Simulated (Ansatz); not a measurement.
**KCl: density, localisation and related maps**

Input file:

```
crystal:
  lattice:
    - [0.0, 3.5072828324, 3.4676505364]
    - [3.5072828324, 0.0, 3.4676505364]
    - [3.5072828324, 3.5072828324, 0.0]
  atoms:
    - { symbol: K, position: [0.0, 0.0, 0.0] }
    - { symbol: Cl, position: [0.25, 0.25, 0.25] }
kpoints:
  mp_grid: { grid: [6, 6, 6] }
  band_path:
    path:
      - [0.0, 0.0, 0.0]
      - [-0.5, -0.5, 0.0]
      - [-0.375, -0.375, 0.25]
      - [-0.375, 0.0, 0.375]
      - [0.0, 0.0, 0.5]
      - [-0.5, -0.25, 0.25]
      - [0.0, 0.5, 0.5]
    npoints: 1
hamiltonian:
  xc: r2scan
scf:
  occupations: { method: fixed }
  n_extra_bands: 4
output:
  forces: true
  stress: true
  eigenvalues: true
  write_density: true
  write_potential: true
  elf: true
  volumetric_format: npy
```

Launched as:

```sh
ansatz run input.yaml --threads 4 --pin off --max-ram 3686MiB --backend cpu --events-out ev --progress --plain --runs-dir out
```

Below, planes, directions and counts refer to the conventional cell (a = 4.96 Å, b = 4.96 Å, c = 6.94 Å, α = 90.00°, β = 90.00°, γ = 90.00°).

Space group I-4m2; started from the zincblende prototype, which need not be the ambient phase; changed on purpose from its base cell (uniaxial z strain -1.1%).

Method: Ansatz 0.2.0, DFT, r2SCAN, plane waves, PAW.

The density is the valence pseudo-density of a PAW calculation; it isn't the true density close to the nuclei.

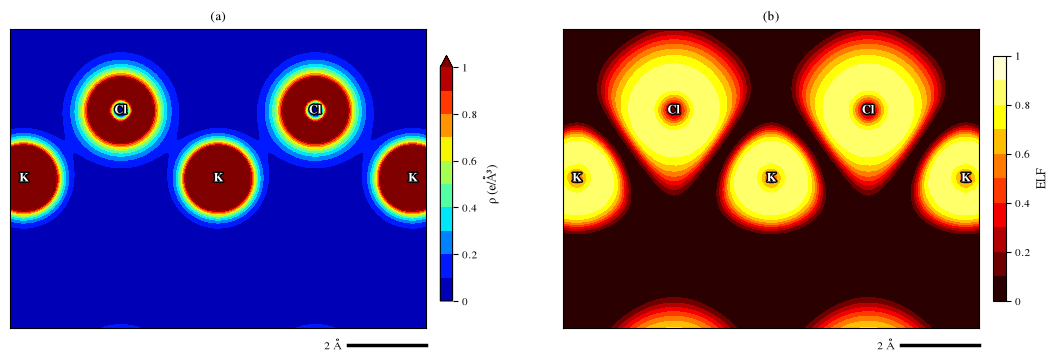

Figure 1. (a) valence charge density (pseudo); (b) ELF on the (100) plane of the conventional cell.

What does the map show?

Answer. Atoms in the plane: K and Cl. K–Cl (3.03 Å): ρ is about 0.11 e/Å³ halfway; the ELF peaks at about 0.90 in the valence shell of Cl, 0.8 Å from its nucleus, and drops to about 0.05 between the two atoms (a closed-shell, largely ionic contact). The density dies away to nearly zero in the voids. The features right at K lie inside the PAW spheres, where the map follows smoothed inner orbitals and isn't to be read closely.

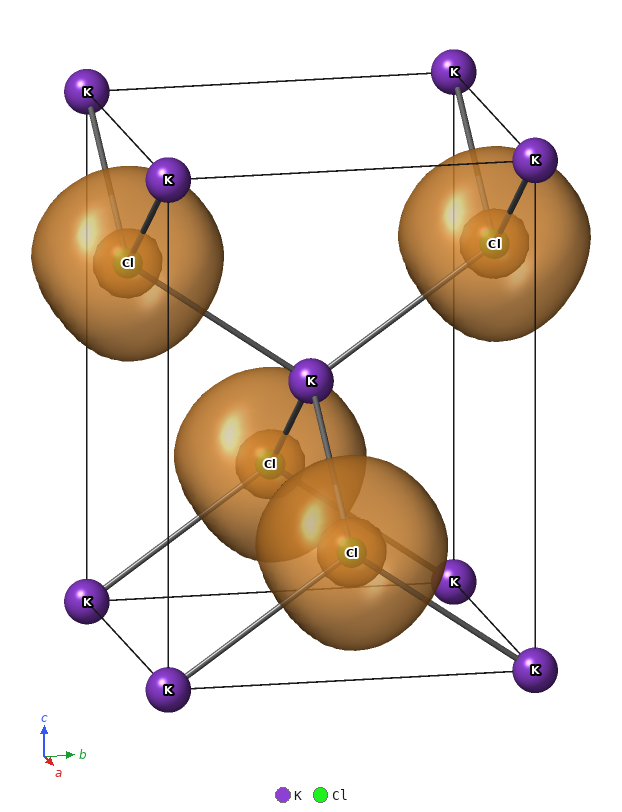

Figure 2. Isosurface of the electron localisation function at 0.75 (orange), seen slightly off an axis. Core shells and regions of very low density are left out. Sticks mark near contacts.

Describe the localisation domains.

Answer. At this value the surface marks out two regions wrapped around Cl (the valence shell of each), counted in one cell of 4 atoms. Any copies at cell faces, edges or corners count once.

Does the calculation give a band gap?

Answer. It is gapped, with a Kohn–Sham gap of 5.4 eV on the k-point mesh (the band edges may lie off the mesh, which would make the gap smaller).
